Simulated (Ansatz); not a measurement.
**Geometry relaxation of Cu (part 1 of 2)**

The run: geometry relaxation of Cu (5 atoms in the cell). Method and program: DFT PBE, scalar-relativistic, plane waves, PAW, no spin polarisation (Ansatz 0.2.0).

The structure derives from a Materials Project entry. It belongs to a series of runs on one base structure; here: film's bulk on the substrate's plane, third vector and atoms relaxed. Figures and captions count atoms from 1; the log counts them from 0 in places.

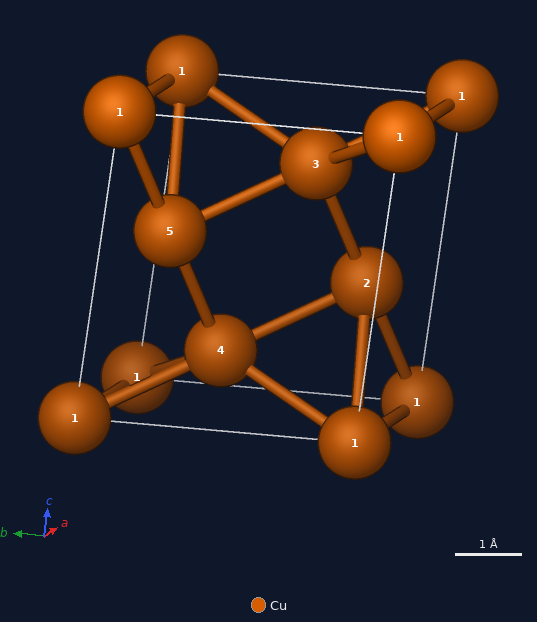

**Figure 1.** The starting structure (ball-and-stick view of the reduced cell, seen at an oblique angle; atoms are numbered from 1 in the order of the input).

### Results in brief

| quantity | value |
| --- | --- |
| outcome | converged |
| space group (tolerance 0.01 Å) | I4/mmm (139) |
| electrons treated | 95 |
| free energy | −33125.7335 eV |
| Fermi energy | 17.335 eV |
| gap on the k-point mesh | none (metallic) |
| pressure | 6.45 GPa |
| final volume | 57.56 Å³ |
| largest force (length of the vector) at the end | under 0.001 eV/Å |
| final cell | a = 5.470 Å, b = 5.470 Å, c = 2.590 Å, α = 102.19°, β = 129.45°, γ = 90.00° |
| hardware | 8 threads of AMD EPYC (Zen 5), 64 GiB of memory available, shared host |
| wall time | 12 s (CPU time 87 s) |
| peak memory | 1.4 GiB |

### The input
```yaml
crystal:
  lattice:
    - [5.4700937548, 0.0, 0.0]
    - [0.0, 5.4700937548, 0.0]
    - [-1.6410281265, -0.5470093755, 1.9225735313]
  atoms:
    - { symbol: Cu, position: [0.0, 0.0, 0.0] }
    - { symbol: Cu, position: [0.2, 0.4, 0.0] }
    - { symbol: Cu, position: [0.4, 0.8, 0.0] }
    - { symbol: Cu, position: [0.6, 0.2, 0.0] }
    - { symbol: Cu, position: [0.8, 0.6, 0.0] }
basis:
  ecutwfc: 420
kpoints:
  mp_grid: { grid: [7, 7, 18] }
hamiltonian:
  xc: pbe
scf:
  occupations: { method: gaussian, width: 0.1 }
output:
  forces: true
  stress: true
  eigenvalues: true
relax:
  adjacent_minimum: "off"
  f_tol: 0.01
  max_steps: 50
  cell: { fix: [a, b, gamma], stress_tol: 0.1 }
```

Command:
```bash
ansatz run input.yaml --threads 8 --pin off --max-ram 20480MiB --backend cpu --events-out ev --progress --plain --runs-dir out
```

### Output
```
Engine: ansatz 0.2.0, x86_64-unknown-linux-gnu
Pseudopotentials: kind: paw
Pseudopotential: Cu, paw, valence charge 19, recommended cutoff 420 eV (normal), Cu.paw.azcp
Functional definition: PBE
  parameter kappa = 0.804
  parameter beta = 0.06672455060314922
  exchange = pbe_x(kappa = kappa, mu = beta*pi^2/3)
  correlation = pbe_c(beta = beta)
Crystal: 5 atoms, lattice volume = 57.527 Å³
Basis set: ecut = 420 eV, 1137 PW (Γ), exchange–correlation on 80×80×36 points (8 copies of the dense FFT grid, shifted against one another)
Bands: 57, of which v1, the nominal top of the filled ones, is band 48 counted from 1 (47 counted from 0)
Symmetry: 10 space group operations
Space group: I4/mmm (ITA 139), of the structure as read, at distance tolerance 3.9e-5 Å
k-points: 442 of 882
Non-local potential: Cu, projectors of the file, l = 0: 3, l = 1: 2, l = 2: 3, l = 3: 1
PAW form: soft (Blöchl's): semilocal exchange-correlation on the pseudo side does not see the compensation charge
PAW one-centre angular grid: Cu, 590 points (default); XC on 64 Gauss nodes
Initial density: superposition of atomic densities (neutral atoms: chi_scale 0, normalization atom), corrected by the library's trained network
Initial wavefunctions: pseudopotential atomic-orbital guess
Functional: x = pbe(κ = 0.804, μ = 0.2195149727645171), c = pbe(β = 0.06672455060314922)
SCF iter   1: F=—  HF=-33125.732892 eV  |F-HF|=—  |Δ(HF+E_count)|=         —  Δρ=1.17e-3  dr2=3.56e-4  ethr=1.77e-3  ⟨swp⟩=5.1  Hψ=80219  notcnv=0  defer=529
preconditioner: auto → Kerker (q_TF=auto, 2.966 Å⁻¹)  [metal: Δε(μ)=0.008 eV  Ē_g=10.426 eV  σ=0.100 eV  W_gap=0.05  n_scr=20 (ndim 8)  ℏωp=36.3 eV  f_vac=0.000  D(μ)=1.40/eV (n_scr^D=8)]
SCF iter   2: F=—  HF=-33125.733309 eV  |F-HF|=—  |Δ(HF+E_count)|=   4.16e-4  Δρ=5.94e-4  dr2=9.37e-5  ethr=3.75e-7  ⟨swp⟩=2.8  Hψ=56445  notcnv=0  defer=554
SCF iter   3: F=—  HF=-33125.733378 eV  |F-HF|=—  |Δ(HF+E_count)|=   6.91e-5  Δρ=1.35e-4  dr2=7.08e-6  ethr=9.86e-8  ⟨swp⟩=2.1  Hψ=31187  notcnv=0  defer=554
SCF iter   4: F=—  HF=-33125.733380 eV  |F-HF|=—  |Δ(HF+E_count)|=   1.85e-6  Δρ=3.52e-5  dr2=4.04e-7  ethr=7.45e-9  ⟨swp⟩=2.0  Hψ=33468  notcnv=0  defer=554
SCF iter   5: F=—  HF=-33125.733380 eV  |F-HF|=—  |Δ(HF+E_count)|=   1.15e-7  Δρ=2.10e-5  dr2=1.42e-7  ethr=4.26e-10  ⟨swp⟩=2.7  Hψ=38961  notcnv=0  defer=554
SCF iter   6: F=-33125.733380 eV  HF=-33125.733380 eV  |F-HF|=2.37e-8  |Δ(HF+E_count)|=   1.26e-8  Δρ=7.42e-6  dr2=1.76e-8  ethr=1.05e-10  ⟨swp⟩=7.5  Hψ=106045  notcnv=0
SCF 1 converged in 6 iterations: F = -33125.733380 eV  dr2 = 1.76e-8
  greatest PAW one-centre occupation: 1.000 electrons in one spin orbital (limit 2), on the Cu atom at site 4 (counted from 0), in its partial waves of l = 0
relax step   1: F+E_penalty+E_count = -33125.73337978 eV  Δ(F+E_penalty+E_count) = +0.000e0 eV  max|allowed force component| = 7.564e-27 eV/Å  Δτ_max = 0.0000 Å  P = +6.544 GPa  Ω = 57.527 Å³  fix = [a, b, gamma]  reactions: a +9.880, b +9.631 GPa; gamma -0.043 GPa/rad  (6 SCF iters, dr2 threshold 1.00e-7 eV, accepted)
Crystal: 5 atoms, lattice volume = 57.540 Å³
Initial density: handed on by an earlier stage of this run
Initial wavefunctions: those handed on with the density
iter 1 solved again at ethr=4.67e-9 eV; its pass at ethr=3.10e-3 eV (dr2=4.44e-6 eV) is discarded
SCF iter   1: F=—  HF=-33125.733428 eV  |F-HF|=—  |Δ(HF+E_count)|=         —  Δρ=1.04e-4  dr2=3.56e-6  ethr=4.67e-9  ⟨swp⟩=2.4  Hψ=96481  notcnv=0
preconditioner: auto → Kerker (q_TF=auto, 2.966 Å⁻¹)  [metal: Δε(μ)=0.010 eV  Ē_g=10.422 eV  σ=0.100 eV  W_gap=0.06  n_scr=20 (ndim 8)  ℏωp=36.3 eV  f_vac=0.000  D(μ)=1.40/eV (n_scr^D=8)]
SCF iter   2: F=—  HF=-33125.733428 eV  |F-HF|=—  |Δ(HF+E_count)|=   6.37e-7  Δρ=2.93e-5  dr2=2.74e-7  ethr=3.75e-9  ⟨swp⟩=2.0  Hψ=34577  notcnv=0
iter 3 did not close the SCF: its close was put off for the readings that it lacked (scf_convergence_deferred on its scf_iter line)
SCF iter   3: F=-33125.733427 eV  HF=-33125.733428 eV  |F-HF|=8.55e-8  |Δ(HF+E_count)|=   9.40e-8  Δρ=1.88e-5  dr2=1.44e-7  ethr=2.89e-10  ⟨swp⟩=2.2  Hψ=37621  notcnv=0
iter 4 did not close the SCF: its close was put off for the readings that it lacked (scf_convergence_deferred on its scf_iter line)
SCF iter   4: F=-33125.733428 eV  HF=-33125.733428 eV  |F-HF|=3.93e-9  |Δ(HF+E_count)|=   1.33e-8  Δρ=4.51e-6  dr2=5.99e-9  ethr=1.52e-10  ⟨swp⟩=2.1  Hψ=32316  notcnv=0
iter 5 did not close the SCF: its close was put off for the readings that it lacked (scf_convergence_deferred on its scf_iter line)
SCF iter   5: F=-33125.733428 eV  HF=-33125.733428 eV  |F-HF|=2.33e-10  |Δ(HF+E_count)|=   4.83e-9  Δρ=1.06e-6  dr2=3.58e-10  ethr=6.30e-12  ⟨swp⟩=2.0  Hψ=37369  notcnv=0
SCF iter   6: F=-33125.733428 eV  HF=-33125.733428 eV  |F-HF|=2.18e-11  |Δ(HF+E_count)|=  2.84e-10  Δρ=3.24e-7  dr2=4.98e-11  ethr=1.00e-12  ⟨swp⟩=1.9  Hψ=67387  notcnv=0
SCF 2 converged in 6 iterations: F = -33125.733428 eV  dr2 = 4.98e-11
relax step   2: F+E_penalty+E_count = -33125.73342753 eV  Δ(F+E_penalty+E_count) = -4.775e-5 eV  max|allowed force component| = 5.331e-28 eV/Å  Δτ_max = 0.0000 Å  P = +6.507 GPa  Ω = 57.540 Å³  energy of the carried Pulay correction = -1.038e-5 eV  fix = [a, b, gamma]  reactions: a +9.849, b +9.600 GPa; gamma -0.042 GPa/rad  (6 SCF iters, dr2 threshold 1.77e-7 eV, accepted)
Crystal: 5 atoms, lattice volume = 57.561 Å³
iter 1 solved again at ethr=1.04e-8 eV; its pass at ethr=3.10e-3 eV (dr2=9.84e-6 eV) is discarded
SCF iter   1: F=—  HF=-33125.733453 eV  |F-HF|=—  |Δ(HF+E_count)|=         —  Δρ=1.53e-4  dr2=7.41e-6  ethr=1.04e-8  ⟨swp⟩=3.1  Hψ=106342  notcnv=0
preconditioner: auto → Kerker (q_TF=auto, 2.966 Å⁻¹)  [metal: Δε(μ)=0.005 eV  Ē_g=10.417 eV  σ=0.100 eV  W_gap=0.03  n_scr=20 (ndim 8)  ℏωp=36.3 eV  f_vac=0.000  D(μ)=1.39/eV (n_scr^D=8)]
SCF iter   2: F=—  HF=-33125.733451 eV  |F-HF|=—  |Δ(HF+E_count)|=   1.39e-6  Δρ=5.03e-5  dr2=7.46e-7  ethr=7.80e-9  ⟨swp⟩=2.1  Hψ=32871  notcnv=0
SCF iter   3: F=—  HF=-33125.733451 eV  |F-HF|=—  |Δ(HF+E_count)|=   2.10e-7  Δρ=2.83e-5  dr2=3.17e-7  ethr=7.85e-10  ⟨swp⟩=2.4  Hψ=37306  notcnv=0
iter 4 did not close the SCF: its close was put off for the readings that it lacked (scf_convergence_deferred on its scf_iter line)
SCF iter   4: F=-33125.733451 eV  HF=-33125.733451 eV  |F-HF|=8.92e-9  |Δ(HF+E_count)|=   1.75e-8  Δρ=7.08e-6  dr2=1.55e-8  ethr=3.34e-10  ⟨swp⟩=2.0  Hψ=32007  notcnv=0
iter 5 did not close the SCF: its close was put off for the readings that it lacked (scf_convergence_deferred on its scf_iter line)
SCF iter   5: F=-33125.733451 eV  HF=-33125.733451 eV  |F-HF|=4.51e-10  |Δ(HF+E_count)|=   1.09e-8  Δρ=1.51e-6  dr2=8.08e-10  ethr=1.63e-11  ⟨swp⟩=2.0  Hψ=37385  notcnv=0
SCF iter   6: F=-33125.733451 eV  HF=-33125.733451 eV  |F-HF|=2.18e-11  |Δ(HF+E_count)|=  7.20e-10  Δρ=5.11e-7  dr2=1.26e-10  ethr=1.00e-12  ⟨swp⟩=1.8  Hψ=67067  notcnv=0
SCF 3 converged in 6 iterations: F = -33125.733451 eV  dr2 = 1.26e-10
relax step   3: F+E_penalty+E_count = -33125.73345105 eV  Δ(F+E_penalty+E_count) = -2.351e-5 eV  max|allowed force component| = 5.420e-27 eV/Å  Δτ_max = 0.0000 Å  P = +6.453 GPa  Ω = 57.561 Å³  energy of the carried Pulay correction = -2.596e-5 eV  fix = [a, b, gamma]  reactions: a +9.802, b +9.554 GPa; gamma -0.041 GPa/rad  (6 SCF iters, dr2 threshold 6.98e-8 eV, accepted)
Initial wavefunctions: pseudopotential atomic-orbital guess (no wavefunctions were taken with the density)
iter 1 solved again at ethr=1.07e-9 eV; its pass at ethr=3.10e-3 eV (dr2=1.02e-6 eV) is discarded
SCF iter   1: F=—  HF=-33125.733476 eV  |F-HF|=—  |Δ(HF+E_count)|=         —  Δρ=3.97e-6  dr2=1.49e-9  ethr=1.07e-9  ⟨swp⟩=4.1  Hψ=170115  notcnv=0
preconditioner: auto → Kerker (q_TF=auto, 2.966 Å⁻¹)  [metal: Δε(μ)=0.005 eV  Ē_g=10.417 eV  σ=0.100 eV  W_gap=0.03  n_scr=20 (ndim 8)  ℏωp=36.3 eV  f_vac=0.000  D(μ)=1.40/eV (n_scr^D=8)]
SCF iter   2: F=—  HF=-33125.733476 eV  |F-HF|=—  |Δ(HF+E_count)|=   2.28e-7  Δρ=2.41e-6  dr2=8.89e-10  ethr=1.57e-12  ⟨swp⟩=2.1  Hψ=46328  notcnv=0
iter 3 did not close the SCF: its close was put off for the readings that it lacked (scf_convergence_deferred on its scf_iter line)
SCF iter   3: F=-33125.733476 eV  HF=-33125.733476 eV  |F-HF|=2.18e-11  |Δ(HF+E_count)|=  7.13e-10  Δρ=4.58e-7  dr2=3.02e-11  ethr=1.00e-12  ⟨swp⟩=2.1  Hψ=31463  notcnv=0
iter 4 did not close the SCF: its close was put off for the readings that it lacked (scf_convergence_deferred on its scf_iter line)
SCF iter   4: F=-33125.733476 eV  HF=-33125.733476 eV  |F-HF|=7.28e-12  |Δ(HF+E_count)|=  1.46e-11  Δρ=1.49e-7  dr2=1.10e-11  ethr=1.00e-12  ⟨swp⟩=1.0  Hψ=25194  notcnv=0
iter 5 did not close the SCF: its close was put off for the readings that it lacked (scf_convergence_deferred on its scf_iter line)
SCF iter   5: F=-33125.733476 eV  HF=-33125.733476 eV  |F-HF|=7.28e-12  |Δ(HF+E_count)|=  1.46e-11  Δρ=7.59e-8  dr2=1.74e-12  ethr=1.00e-12  ⟨swp⟩=1.0  Hψ=25194  notcnv=0
iter 6 did not close the SCF: its close was put off for the readings that it lacked (scf_convergence_deferred on its scf_iter line)
SCF iter   6: F=-33125.733476 eV  HF=-33125.733476 eV  |F-HF|=7.28e-12  |Δ(HF+E_count)|=    0.00e0  Δρ=2.55e-8  dr2=2.51e-13  ethr=1.00e-12  ⟨swp⟩=1.0  Hψ=25194  notcnv=0
SCF iter   7: F=-33125.733476 eV  HF=-33125.733476 eV  |F-HF|=7.28e-12  |Δ(HF+E_count)|=    0.00e0  Δρ=1.07e-8  dr2=4.32e-14  ethr=1.00e-12  ⟨swp⟩=1.2  Hψ=54011  notcnv=0
SCF 4 converged in 7 iterations: F = -33125.733476 eV  dr2 = 4.32e-14
relax step   4: F+E_penalty+E_count = -33125.73347600 eV  Δ(F+E_penalty+E_count) = -2.496e-5 eV  max|allowed force component| = 2.615e-28 eV/Å  Δτ_max = 0.0000 Å  P = +6.452 GPa  Ω = 57.561 Å³  fix = [a, b, gamma]  reactions: a +9.801, b +9.554 GPa; gamma -0.041 GPa/rad  stress off target by 3.81e-3 GPa on what of the cell is left free  SCF on the basis re-selected at this cell (its energy is not comparable with the rows above)  (7 SCF iters)
```

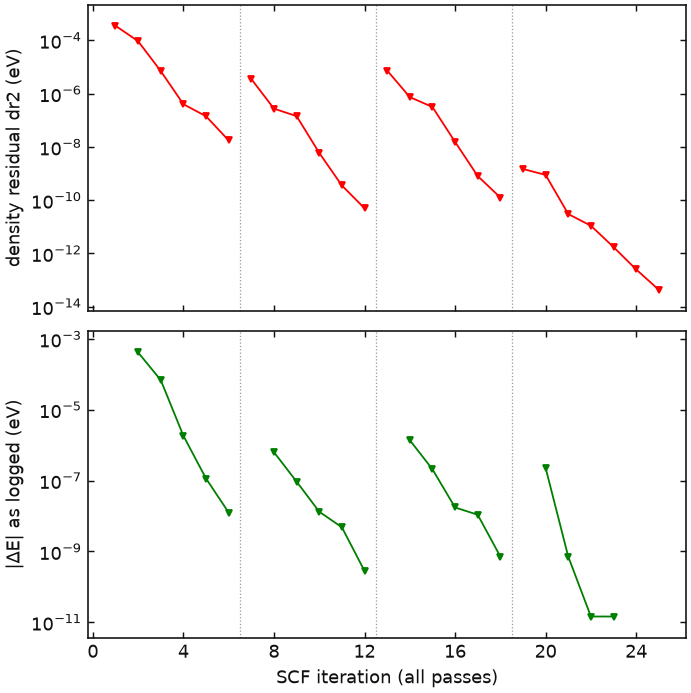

**Figure 2.** Convergence of the self-consistent field: density residual dr2 and size of the energy change against the SCF iteration. The dotted lines part the SCF passes of the relaxation: geometry steps, rejected trials and re-solves on a re-selected basis. The passes take 6, 6, 6 and 7 iterations.
